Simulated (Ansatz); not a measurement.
**From WS2 to WS2**

System: WS2 (P-6m2, 3 atoms in the cell).
Method of run 1: DFT PBE+D3(BJ), scalar-relativistic, plane waves, PAW, no spin polarisation (Ansatz 0.2.0).
System of run 2: WS2 (slab, 3 atoms in the cell).

On run 1: The structure derives from a Materials Project entry. On run 2: The structure derives from a Materials Project entry. It belongs to a series of runs on one base structure; here: one layer taken out of the bulk. Text and figures count atoms from 1; the logs count them from 0 in places.

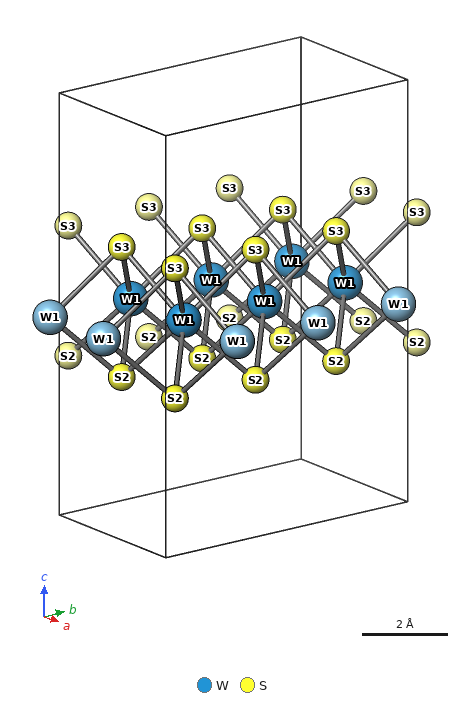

Fig. 1: The input geometry (ball-and-stick view of the 2 × 3 repeat of the cell, with the vacuum cut short, seen slightly off an axis; neighbours outside the cell are drawn fainter; atoms are numbered from 1 in the order of the input).

### Input file, run 1
```yaml
crystal:
  lattice:
    - [3.1835163552, 0.0, 0.0]
    - [-1.5917581776, 2.7570060369, 0.0]
    - [0.0, 0.0, 16.95057789]
  atoms:
    - { symbol: W, position: [0.33333333, 0.66666667, 0.0] }
    - { symbol: S, position: [0.66666667, 0.33333333, 0.90799949] }
    - { symbol: S, position: [0.66666667, 0.33333333, 0.09200051] }
basis:
  ecutwfc: 420
kpoints:
  mp_grid: { grid: [6, 6, 1] }
hamiltonian:
  xc: pbe
  dispersion: d3bj
scf:
  occupations: { method: gaussian, width: 0.1 }
output:
  forces: true
  stress: true
  eigenvalues: true
```

Command:
```bash
ansatz run input.yaml --threads 1 --pin off --max-ram 3072MiB --backend cpu --events-out ev --progress --plain --runs-dir out
```

Hardware: 1 thread of an Arm (aarch64) CPU, shared host.

### Output, shortened to warnings, some set-up lines, iterations and results (run 1)
```
Basis set: ecut = 420 eV, 2937 PW (Γ), exchange–correlation on 48×48×240 points (8 copies of the dense FFT grid, shifted against one another)
Symmetry: 12 space group operations
k-points: 7 of 36 (time reversal used)
Initial density: superposition of atomic densities (neutral atoms: chi_scale 0, normalization atom), corrected by the library's trained network
[...]
SCF iter   1: F=—  HF=-12192.346591 eV  |F-HF|=—  |Δ(HF+E_count)|=         —  Δρ=3.48e-3  dr2=2.26e-2  ethr=1.77e-3  ⟨swp⟩=8.7  Hψ=828  notcnv=0
SCF iter   2: F=—  HF=-12192.358489 eV  |F-HF|=—  |Δ(HF+E_count)|=   1.19e-2  Δρ=3.62e-3  dr2=6.37e-2  ethr=8.69e-5  ⟨swp⟩=2.7  Hψ=306  notcnv=0
SCF iter   3: F=—  HF=-12192.349607 eV  |F-HF|=—  |Δ(HF+E_count)|=   8.88e-3  Δρ=1.31e-3  dr2=1.90e-3  ethr=8.69e-5  ⟨swp⟩=2.0  Hψ=189  notcnv=0
SCF iter   4: F=—  HF=-12192.351523 eV  |F-HF|=—  |Δ(HF+E_count)|=   1.92e-3  Δρ=2.35e-4  dr2=2.35e-5  ethr=7.31e-6  ⟨swp⟩=2.0  Hψ=169  notcnv=0
SCF iter   5: F=—  HF=-12192.351620 eV  |F-HF|=—  |Δ(HF+E_count)|=   9.73e-5  Δρ=3.90e-5  dr2=2.63e-6  ethr=9.03e-8  ⟨swp⟩=3.3  Hψ=270  notcnv=0
SCF iter   6: F=—  HF=-12192.351620 eV  |F-HF|=—  |Δ(HF+E_count)|=   1.92e-7  Δρ=1.19e-5  dr2=1.38e-7  ethr=1.01e-8  ⟨swp⟩=2.1  Hψ=180  notcnv=0
SCF iter   7: F=-12192.351620 eV  HF=-12192.351620 eV  |F-HF|=3.53e-9  |Δ(HF+E_count)|=   1.58e-7  Δρ=2.41e-6  dr2=1.39e-8  ethr=3.85e-10  ⟨swp⟩=8.4  Hψ=685  notcnv=0
SCF 1 converged in 7 iterations: F = -12192.351620 eV  dr2 = 1.39e-8
SCF converged after 7 iterations
Free energy (F): -12192.351620 eV
Harris-Foulkes:  -12192.351620 eV  (|F-HF|=3.53e-9)
Internal energy: -12192.351620 eV  (E = F + TS)
E sigma→0 (E₀):  -12192.351620 eV
Fermi energy:    1.182231 eV
--- Per-component energies (eV) ---
  E_band       = -466.493500
  E_kinetic    = 665.946555
  E_local      = -12405.040469  (includes V_loc(G=0)·N_el)
  E_nonlocal   = 57.292885
  E_hartree    = 5882.562746
  E_xc         = -461.959500
  E_vxc        = -414.741673  (∫ρ·V_xc dr)
  E_paw        = -9763.121717  (= ΣΔE_a)
  E_vpaw       = -135.084325  (= ΣTr[D̂ρ^β])
  E_aug_tail   = -0.000060  (compensation charges beyond the density's cutoff)
  E_ewald      = 3832.888907
  E_disp       = -0.920966  (pairwise vdW)
  E_smearing   = -0.000000  (= −TS)
  E_closure    = -0.000000  (closes the sum)
  Σ components = -12192.351620   (vs F -12192.351620, Δ=0.00e0)
--- Forces (eV/Å), atoms counted from 1 ---
  atom   1  W      0.00000000    -0.00000000     0.00000000
  atom   2  S     -0.00000000     0.00000000    -0.16574051
  atom   3  S     -0.00000000     0.00000000     0.16574051
  max |Σ_I F_I| component: 9.25e-18 eV/Å
--- Stress (GPa, compression-positive) ---
       -0.601148       0.000000       0.000000
        0.000000      -0.601148       0.000000
        0.000000       0.000000       0.543242
  P = ⅓ Tr σ = -0.2197 GPa (-2.197 kbar)
```

The input of run 2 differs as follows (lines with − go, lines with + come):
```diff
-    - [3.1835163552, 0.0, 0.0]
-    - [-1.5917581776, 2.7570060369, 0.0]
-    - [0.0, 0.0, 16.95057789]
+    - [3.1597167005, 0.0, 0.0]
+    - [-1.5798583503, 2.7363949314, 0.0]
+    - [0.0, 0.0, 32.3040145634]
-    - { symbol: W, position: [0.33333333, 0.66666667, 0.0] }
-    - { symbol: S, position: [0.66666667, 0.33333333, 0.90799949] }
-    - { symbol: S, position: [0.66666667, 0.33333333, 0.09200051] }
+    - { symbol: S, position: [0.6666666667, 0.3333333333, 0.4512133813] }
+    - { symbol: W, position: [0.3333333333, 0.6666666667, 0.5] }
+    - { symbol: S, position: [0.6666666667, 0.3333333333, 0.5487866187] }
+  periodic: [true, true, false]
```

What does this change do to the results?

The total energies belong to different systems, so their difference says nothing on which is more stable or more accurate. The gap on the mesh goes from 1.79 to 1.92 eV. The largest force goes from 0.166 to 0.002 eV/Å. The number of SCF iterations is the same. The plane waves at Γ go from 2937 to 5411.

### Output, shortened to warnings, some set-up lines, iterations and results (run 2)
```
Basis set: ecut = 420 eV, 5411 PW (Γ), exchange–correlation on 48×48×432 points (8 copies of the dense FFT grid, shifted against one another)
Symmetry: 12 space group operations
k-points: 7 of 36 (time reversal used)
Initial density: superposition of atomic densities (neutral atoms: chi_scale 0, normalization atom), corrected by the library's trained network
[...]
SCF iter   1: F=—  HF=-12192.349469 eV  |F-HF|=—  |Δ(HF+E_count)|=         —  Δρ=2.60e-3  dr2=2.43e-2  ethr=1.77e-3  ⟨swp⟩=13.3  Hψ=1107  notcnv=0
SCF iter   2: F=—  HF=-12192.355153 eV  |F-HF|=—  |Δ(HF+E_count)|=   5.68e-3  Δρ=1.81e-3  dr2=1.69e-2  ethr=9.36e-5  ⟨swp⟩=3.9  Hψ=371  notcnv=0
SCF iter   3: F=—  HF=-12192.353700 eV  |F-HF|=—  |Δ(HF+E_count)|=   1.45e-3  Δρ=9.85e-4  dr2=1.21e-3  ethr=6.51e-5  ⟨swp⟩=2.9  Hψ=182  notcnv=0
SCF iter   4: F=—  HF=-12192.355759 eV  |F-HF|=—  |Δ(HF+E_count)|=   2.06e-3  Δρ=1.59e-4  dr2=5.52e-5  ethr=4.65e-6  ⟨swp⟩=3.9  Hψ=306  notcnv=0
SCF iter   5: F=—  HF=-12192.355765 eV  |F-HF|=—  |Δ(HF+E_count)|=   6.00e-6  Δρ=4.35e-5  dr2=5.54e-6  ethr=2.12e-7  ⟨swp⟩=2.4  Hψ=222  notcnv=0
SCF iter   6: F=—  HF=-12192.355766 eV  |F-HF|=—  |Δ(HF+E_count)|=   6.35e-7  Δρ=8.51e-6  dr2=2.30e-7  ethr=2.13e-8  ⟨swp⟩=3.6  Hψ=292  notcnv=0
SCF iter   7: F=-12192.355766 eV  HF=-12192.355766 eV  |F-HF|=1.03e-8  |Δ(HF+E_count)|=   2.08e-7  Δρ=1.72e-6  dr2=1.11e-8  ethr=3.85e-10  ⟨swp⟩=12.6  Hψ=844  notcnv=0
SCF 1 converged in 7 iterations: F = -12192.355766 eV  dr2 = 1.11e-8
SCF converged after 7 iterations
Free energy (F): -12192.355766 eV
Harris-Foulkes:  -12192.355766 eV  (|F-HF|=1.03e-8)
Internal energy: -12192.355766 eV  (E = F + TS)
E sigma→0 (E₀):  -12192.355766 eV
Fermi energy:    -4.725053 eV
--- Per-component energies (eV) ---
  E_band       = -622.031377
  E_kinetic    = 666.309180
  E_local      = -48536.314577  (includes V_loc(G=0)·N_el)
  E_nonlocal   = 57.293461
  E_hartree    = 23870.372981
  E_xc         = -462.119365
  E_vxc        = -414.956998  (∫ρ·V_xc dr)
  E_paw        = -9763.130206  (= ΣΔE_a)
  E_vpaw       = -135.095107  (= ΣTr[D̂ρ^β])
  E_aug_tail   = -0.000062  (compensation charges beyond the density's cutoff)
  E_ewald      = 21976.162260
  E_disp       = -0.929439  (pairwise vdW)
  E_smearing   = -0.000000  (= −TS)
  E_closure    = -0.000000  (closes the sum)
  Σ components = -12192.355766   (vs F -12192.355766, Δ=0.00e0)
--- Forces (eV/Å), atoms counted from 1 ---
  atom   1  S      0.00000000     0.00000000    -0.00249583
  atom   2  W      0.00000000     0.00000000     0.00000000
  atom   3  S      0.00000000     0.00000000     0.00249583
  max |Σ_I F_I| component: 5.09e-17 eV/Å
--- 2D stress c σ (N/m, compression-positive) ---
       -0.012262      -0.000000       0.000000
        0.000000      -0.012262       0.000000
        0.000000       0.000000       0.000000
  P = ½ c Tr σ = -0.0123 N/m
```

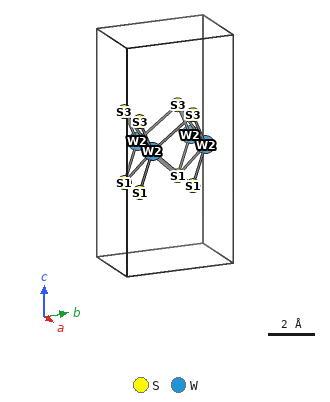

Fig. 2: The input structure of run 2 (ball-and-stick view of the 2 × 2 repeat of the cell, with the vacuum cut short, seen slightly off an axis; atoms are numbered from 1 in the order of the input).

### The two runs side by side

| quantity | run 1 | run 2 |
| --- | --- | --- |
| outcome | converged | converged |
| free energy per atom (eV) | −4064.1172 | −4064.1186 |
| gap on the mesh (eV) | 1.79 | 1.92 |
| pressure (GPa) | −0.22 | – |
| volume per atom (Å³) | 49.59 | – |
| largest force (eV/Å) | 0.166 | 0.002 |
| SCF iterations | 7 | 7 |
| irreducible k-points | 7 | 7 |
| plane waves at Γ | 2937 | 5411 |
| work function (eV) | – | 4.73 |
| wall time (shared host) | 2.2 s | 4.2 s |

For both runs: Spin–orbit coupling is left out, which matters for W.
